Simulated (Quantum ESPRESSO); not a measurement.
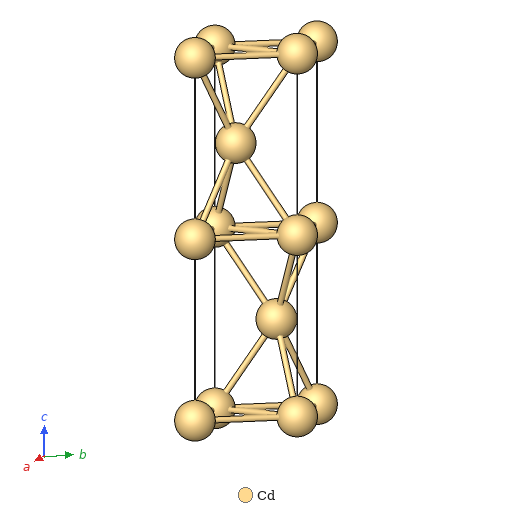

System: Cd, space group P6_3/mmc (No. 194). The picture shows the conventional cell.

Input file:
```
&CONTROL
  calculation = 'scf'
  prefix = 'pwscf'
  outdir = './tmp'
  pseudo_dir = './pseudo'
  tprnfor = .true.
  tstress = .true.
  disk_io = 'nowf'
/
&SYSTEM
  ibrav = 0
  nat = 4
  ntyp = 1
  ecutwfc = 60
  ecutrho = 480
  nbnd = 33
  occupations = 'smearing'
  smearing = 'fd'
  degauss = 0.00367493
/
&ELECTRONS
  conv_thr = 8d-10
  electron_maxstep = 120
  mixing_beta = 0.5
/
ATOMIC_SPECIES
Cd   112.4140 Cd.pbe-dn-rrkjus_psl.0.3.1.UPF
CELL_PARAMETERS angstrom
   3.0930676374    0.0000000000    0.0000000000
  -1.5465338187    2.6786751496    0.0000000000
   0.0000000000    0.0000000000   10.4307369600
ATOMIC_POSITIONS crystal
Cd     0.6666666667    0.3333333333    0.7500000000
Cd     0.0000000000    0.0000000000    0.5000000000
Cd     0.3333333333    0.6666666667    0.2500000000
Cd     0.0000000000    0.0000000000    0.0000000000
K_POINTS automatic
10 10 3 0 0 0
```

Run as:
```bash
OMP_NUM_THREADS=1 mpirun -n 2 pw.x -nk 2 -in pw.in > pw.out
```

Calculation (Quantum ESPRESSO 7.5): plane-wave DFT, no spin polarisation; energies at scaled volumes of the given cell, shape and fractions fixed, counted from the fit's minimum, third-order Birch-Murnaghan fit. Level: PBE.

- k mesh: 10×10×3
- occupations: Fermi–Dirac
- smearing width: 0.05 eV
- potentials: SSSP 1.3 efficiency PBE
- wave cutoff: 816.3 eV
- density cutoff: 6531 eV

Predict the energy and pressure against volume. The volume takes the values 20.31, 20.74, 21.17, 21.61, 22.04, 22.47, 22.90 Å³/atom.

A third-order Birch–Murnaghan fit gives V0 = 22.78 Å³/atom, B0 = 42.8 GPa and B′ = 5.8. The energy falls from 46.59 meV/atom at volume 20.31 Å³/atom to 0.08 meV/atom at 22.90 Å³/atom. The pressure falls from 6.73 GPa at volume 20.31 Å³/atom to −0.32 GPa at 22.90 Å³/atom, and changes sign near 22.74 Å³/atom.

```
volume (Å³/atom)  energy (meV/atom)  pressure (GPa)
           20.31              46.59            6.73
           20.74              30.27            5.14
           21.17              17.96            3.74
           21.61               9.19            2.53
           22.04               3.52            1.45
           22.47               0.60            0.51
           22.90               0.08           -0.32
```

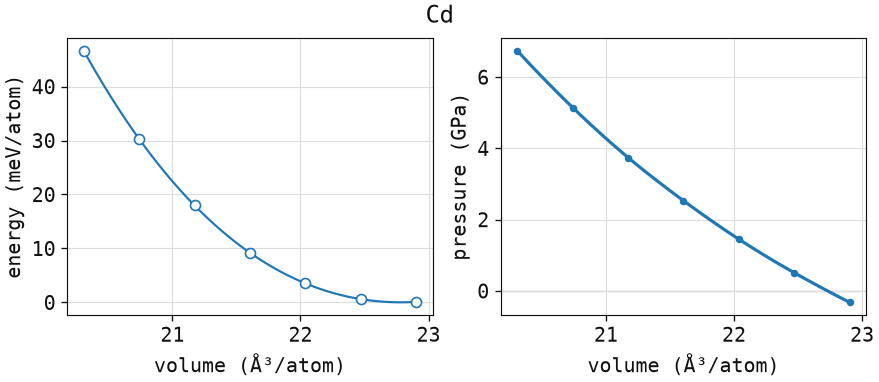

Limits of the calculation: shape and atomic fractions are frozen while scaling, which makes layered, chain and framework solids too stiff.
